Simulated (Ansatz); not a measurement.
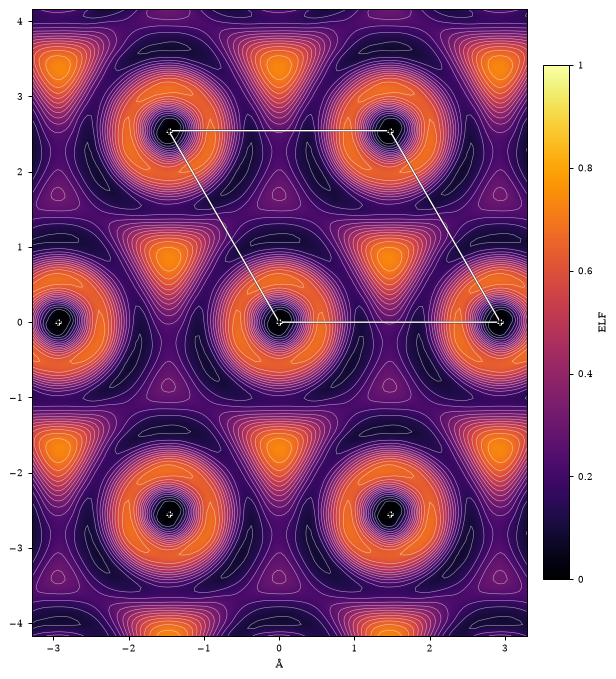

The electron localisation function on a plane through atoms (crosses mark nuclei in the plane).

Theory: Ansatz, DFT PBE, scalar-relativistic, plane waves, PAW.

Candidates:
A. Ti, a = 2.94 Å, b = 2.94 Å, c = 4.65 Å, α = 90.00°, β = 90.00°, γ = 120.00°. Space group P6₃/mmc; computed without spin polarisation.
B. Ni, a = 2.41 Å, b = 2.59 Å, c = 3.54 Å, α = 90.00°, β = 90.00°, γ = 90.00°. Space group Immm; changed on purpose from its base cell (strain -0.0750 x Voigt [0, 0, 0, 1, 0, 0], atoms carried along); spin-polarised.

Which candidate gave the map?

Answer. Candidate A: Ti on the (001) plane of the conventional cell, which holds Ti. Ti–Ti (2.94 Å): the ELF is about 0.25 at the midpoint (no localised pair shows between them).
